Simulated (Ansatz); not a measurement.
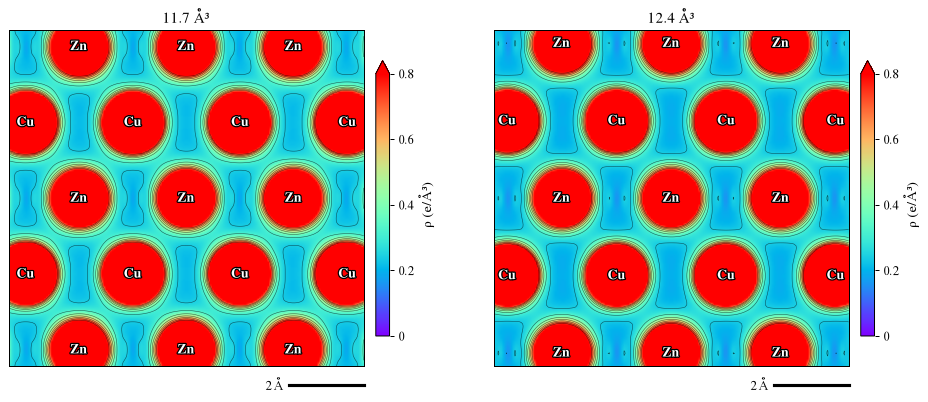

ZnCu. The valence charge density (pseudo) of cells scaled evenly to different volumes (given per atom above each panel), on the (101) plane of each (indices in the axes of the cell below), at one length scale and on one colour scale.

Computed without spin polarisation.

These are results of Ansatz, DFT r2SCAN, scalar-relativistic, plane waves, PAW, not measurements.

The density is the valence pseudo-density of a PAW calculation; it isn't the true density close to the nuclei.

The largest cell:

```
CELL_PARAMETERS angstrom
2.91869 0.00000 0.00000
0.00000 2.91869 0.00000
0.00000 0.00000 2.91869
ATOMIC_POSITIONS crystal
Zn 0.50000 0.50000 0.50000
Cu 0.00000 0.00000 0.00000
```

| volume (Å³/atom) | Zn–Cu contact in the plane (Å) | ρ at its midpoint (e/Å³) | pressure (GPa) | 
| --- | --- | --- | --- |
| 11.69 | 2.476 | 0.300 | 9.7 | 
| 12.06 | 2.502 | ? | ? | 
| 12.43 | 2.528 | 0.273 | 0.0 | 

Estimate the missing row, and compare with the calculation.

Over the known rows ln ρ falls by 1.81 per Å of Zn–Cu distance (the line through the two), which gives 0.286 e/Å³ at 2.502 Å; the calculation gives 0.286 e/Å³. For the pressure, a straight line in volume between the neighbouring rows gives 4.8 GPa; the calculation gives 4.4, lower because pressure rises ever faster on compression.
